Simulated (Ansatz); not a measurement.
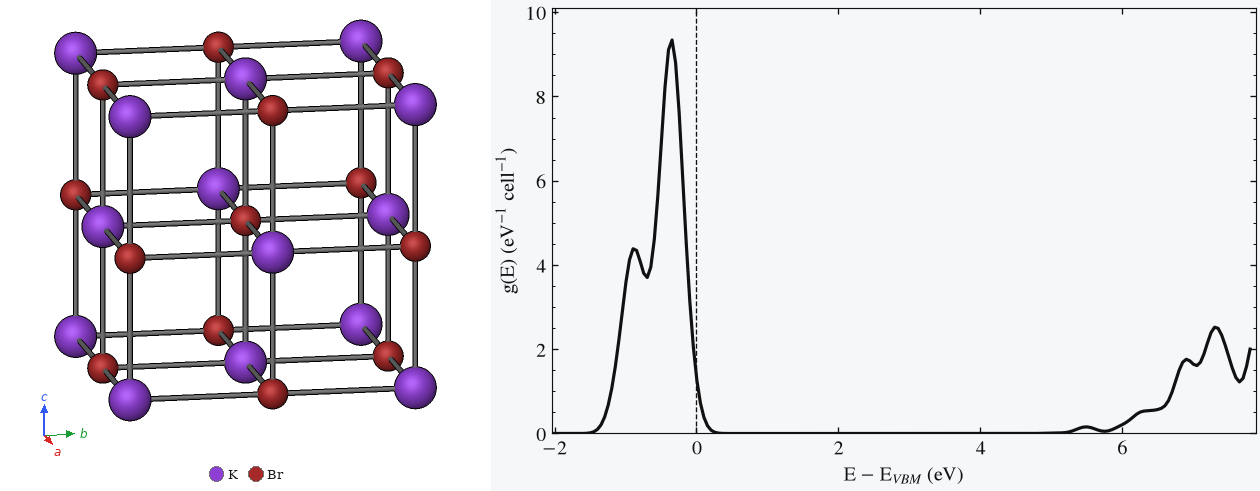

What does this figure show?

Density of states of KBr, space group Fm-3m, 2 atoms in the cell, beside the structure. Method: DFT, r2SCAN+rVV10, plane waves, PAW, no spin polarisation, 8×8×8 k mesh, 500 eV cutoff, Fermi-Dirac smearing of 0.03 eV (Ansatz). Energies are counted from the top of the valence band. The curve is built from the levels of the k mesh with Gaussians 0.3 eV wide, which also blur the band edges.

There is a gap; over the k points computed it is 5.05 eV (direct among those points). The upper group of valence states starts about 1.2 eV under the valence-band top, with a gap beneath it; it holds about 6 electrons a cell. Within the window shown, the tallest peak of the filled states lies 0.3 eV under the valence-band top, at about 9.3 states per eV and cell.
